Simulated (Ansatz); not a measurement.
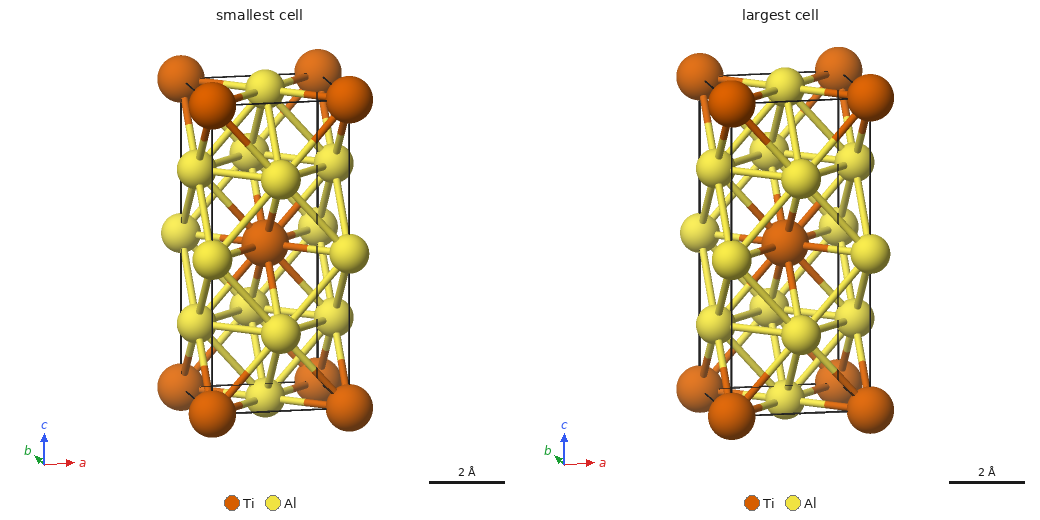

TiAl3, space group I4/mmm (No. 139), relaxed (cell and atoms, zero pressure) with four choices of dispersion term on top of PBEsol; the smallest and the largest of the relaxed conventional cells are drawn to one scale (sticks follow a distance rule). The start was a structure listed in the Materials Project. It needn't be the stable form of this composition.

Alike in all runs: Ansatz 0.2.0; functional PBEsol; potentials Ansatz PAW; cutoff 420 eV; k mesh 10 × 10 × 10 on the run's cell of 4 atoms; occupations fermi-dirac, width 0.05 eV; no spin polarisation; no spin-orbit coupling. All runs are metallic.

```tsv
level	volume (Å³/atom)	a (Å)	c (Å)
D4	?	?	?
none	15.57	3.817	8.547
D3(BJ)-ATM	15.07	3.777	8.451
D3(BJ)	14.99	3.770	8.434
```

### What does D4 give?

Volume 15.31 Å³/atom; a 3.796 Å; c 8.496 Å. That is between D3(BJ)-ATM and none in volume.

### Order the levels by the relaxed volume, smallest first.

D3(BJ) (14.99 Å³/atom), D3(BJ)-ATM (15.07 Å³/atom), D4 (15.31 Å³/atom), none (15.57 Å³/atom). Rows within a few tenths of a per cent can't be told apart.

Caveat: the plane-wave basis is chosen anew once the cell has moved, so the energies of steps on either side of that aren't comparable; pairwise dispersion terms can overbind metals strongly.
